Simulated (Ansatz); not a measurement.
Cu3N

The calculation's input:

```
crystal:
  lattice:
    - [3.7205530817, 0.0, 0.0]
    - [0.0, 3.7205530817, 0.0]
    - [0.0, 0.0, 3.7205530817]
  atoms:
    - { symbol: Cu, position: [0.5, 0.0, 0.0] }
    - { symbol: Cu, position: [0.0, 0.5, 0.0] }
    - { symbol: Cu, position: [0.0, 0.0, 0.5] }
    - { symbol: "N", position: [0.0, 0.0, 0.0] }
basis:
  ecutwfc: 420
kpoints:
  mp_grid: { grid: [12, 12, 12] }
hamiltonian:
  xc: lda
scf:
  occupations: { method: fermi_dirac, width: 0.15 }
output:
  forces: true
  stress: true
  eigenvalues: true
  write_density: true
  write_potential: true
  elf: true
  volumetric_format: npy
relax:
  adjacent_minimum: "off"
  f_tol: 0.001
  max_steps: 60
  cell: { stress_tol: 0.01 }
```

Launched as:

```sh
ansatz run input.yaml --threads 2 --pin off --max-ram 5120MiB --backend cpu --events-out ev --progress --plain --runs-dir out
```

Below, planes, directions and counts refer to the conventional cell (a = 3.72 Å, b = 3.72 Å, c = 3.72 Å, α = 90.00°, β = 90.00°, γ = 90.00°).

The fields are those of the relaxed geometry.

Space group Pm-3m; computed without spin polarisation.

Computed with DFT LDA, scalar-relativistic, plane waves, PAW (Ansatz 0.2.0).

In a PAW calculation such maps are meaningful between the atoms, not at the nuclei.

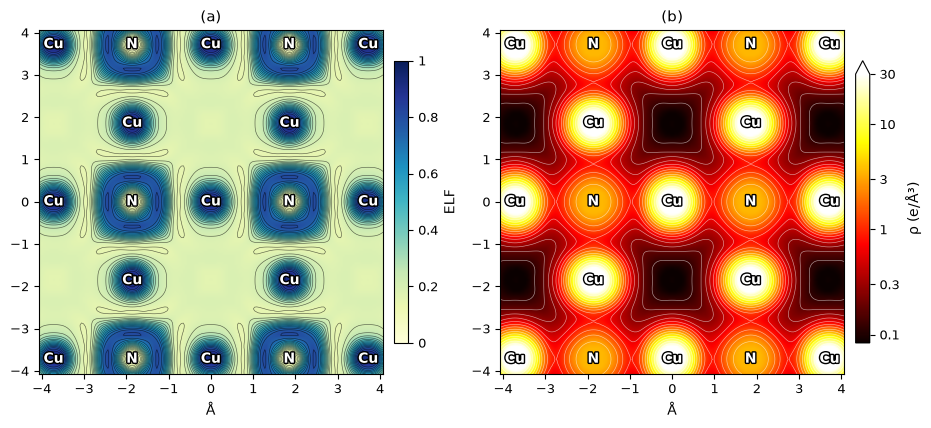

Figure 1. (a) ELF; (b) valence charge density (pseudo) on the (100) plane of the conventional cell.

### Describe what can be read from this map.

- The plane passes through Cu and N nuclei.
- Cu–N (1.86 Å): ρ is about 0.89 e/Å³ halfway; the ELF peaks at about 0.80 in the valence shell of N, 0.6 Å from its nucleus, and is about 0.30 at the midpoint.
- Between the atoms the lowest density in this plane is 0.08 e/Å³.
- The features right at Cu lie inside the PAW spheres, where the map follows smoothed inner orbitals and isn't to be read closely.

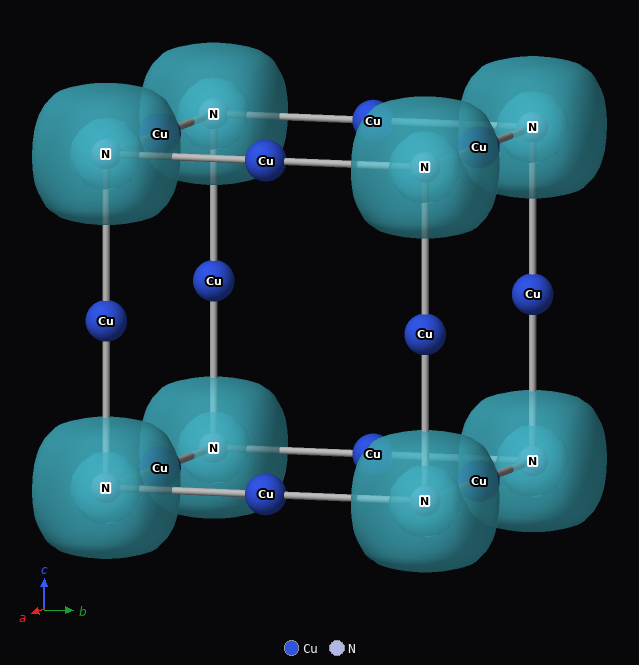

Figure 2. Isosurface of the ELF at 0.6 (cyan), seen slightly off an axis. Only the valence region is drawn (cores and ρ < 0.01 e/Å³ removed). Sticks mark near contacts.

### What do the ELF domains correspond to?

The ELF exceeds this value in one region wrapped around N (its valence shell), counted in one cell of 4 atoms. Regions shared between cells count once.

### Does the calculation give a band gap?

It is metallic or semimetallic at this level of theory: no gap opens; semilocal functionals without U, or without the true magnetic order, often close the gap of such compounds.
